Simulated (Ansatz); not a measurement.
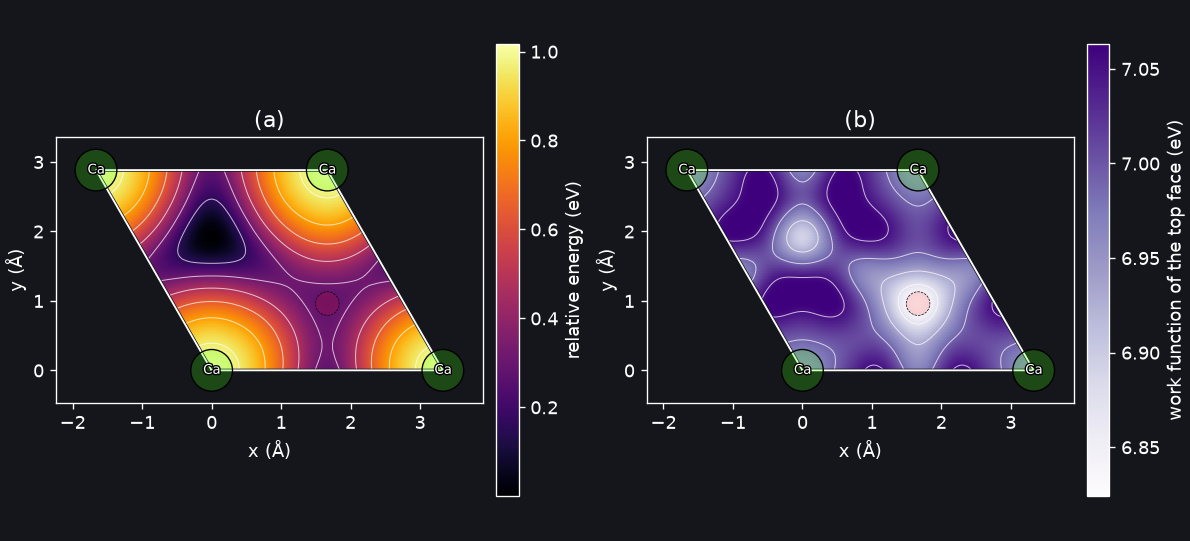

H on a CaO(111) slab cut from the Fm-3m phase, its upper half relaxed before the scan (4 atoms of substrate and one adsorbate in a 1 × 1 cell). H is moved over the surface cell; relaxed at each place: the height of the adsorbate's atoms; substrate rigid; the origin of the map has the adsorbate above Ca4. Places are given modulo a cell vector. The map is drawn in real space over the plane of the surface. Grid: 6 × 6 points; 10 points were computed and 26 follow by symmetry. Energies: eV, counted from the lowest grid point. With one adsorbate in each 1 × 1 cell, its nearest image is 3.3 Å away, so neighbouring adsorbates interact. Computed with DFT LDA, scalar-relativistic, plane waves, PAW (Ansatz). Settings: cutoff 420 eV, k-mesh 9×9×1, gaussian smearing 0.05 eV, spin-polarised.

Panel (a) is the energy; panel (b) is the computed work function of the top face, in eV.

Drawn: a smooth colour map with a few white contour lines, labelled circles for the atoms of the top layer and small ones for the second layer, the outline of one cell of the plane. Between grid points the surface is interpolated.

### How does the work function of the top face vary over the map, and what is it at the lowest grid point?

It runs from 6.82 eV at a threefold hollow over a second-layer O atom, (4/6, 2/6) of the cell vectors to 7.06 eV at (1/6, 2/6) of the cell vectors [nearest 1 Ca at 2.06 Å]. At the lowest grid point, a threefold hollow over a third-layer Ca atom, (2/6, 4/6) of the cell vectors, it is 6.89 eV.
